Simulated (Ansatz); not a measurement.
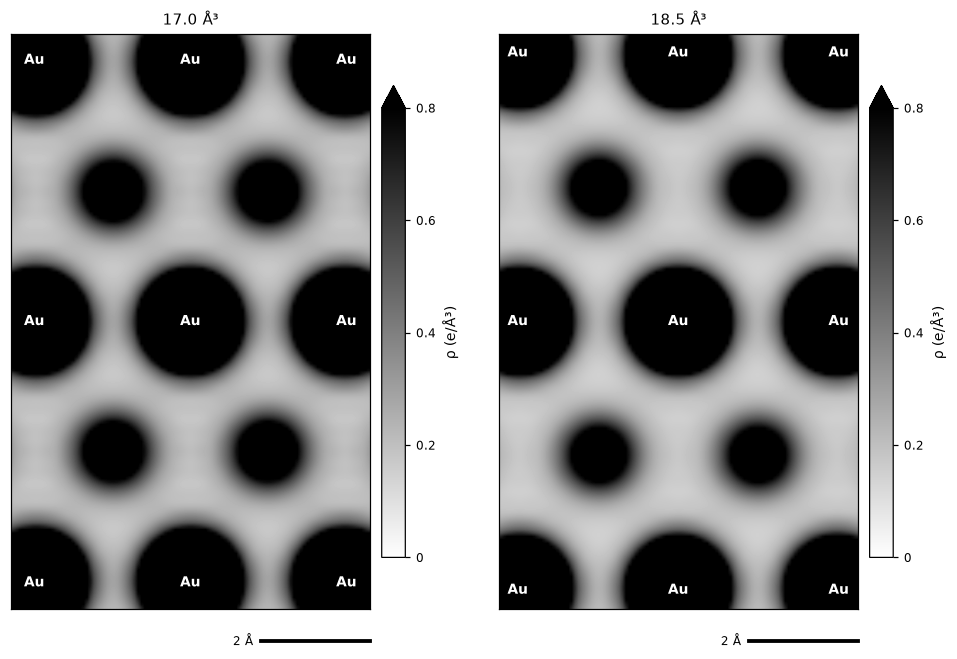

Au. The valence charge density (pseudo) of cells scaled evenly to different volumes (given per atom above each panel), on the (100) plane of each (indices in the axes of the cell below), at one length scale and on one colour scale.

A generated structure, not necessarily the stable one.

The calculation used Ansatz, DFT, RPBE, plane waves (420 eV) with PAW, scalar-relativistic.

The density is the valence pseudo-density of a PAW calculation; it isn't the true density close to the nuclei.

The largest cell:

```yaml
crystal:
  lattice:
    - [2.94522, 0.00000, 0.00000]
    - [-1.47261, 2.55064, 0.00000]
    - [0.00000, 0.00000, 9.86136]
  atoms:
    - { symbol: Au, position: [0.00000, 0.00000, 0.00000] }
    - { symbol: Au, position: [0.00000, 0.00000, 0.50000] }
    - { symbol: Au, position: [0.33333, 0.66667, 0.25000] }
    - { symbol: Au, position: [0.66667, 0.33333, 0.75000] }
```

| volume (Å³/atom) | Au–Au contact in the plane (Å) | ρ at its midpoint (e/Å³) | 
| --- | --- | --- |
| 17.04 | 2.864 | 0.288 | 
| 17.78 | 2.905 | ? | 
| 18.52 | 2.945 | 0.244 | 

**Estimate the missing row, and compare with the calculation.**

Over the known rows ln ρ falls by 2.05 per Å of Au–Au distance (the line through the two), which gives 0.265 e/Å³ at 2.905 Å; the calculation gives 0.264 e/Å³.
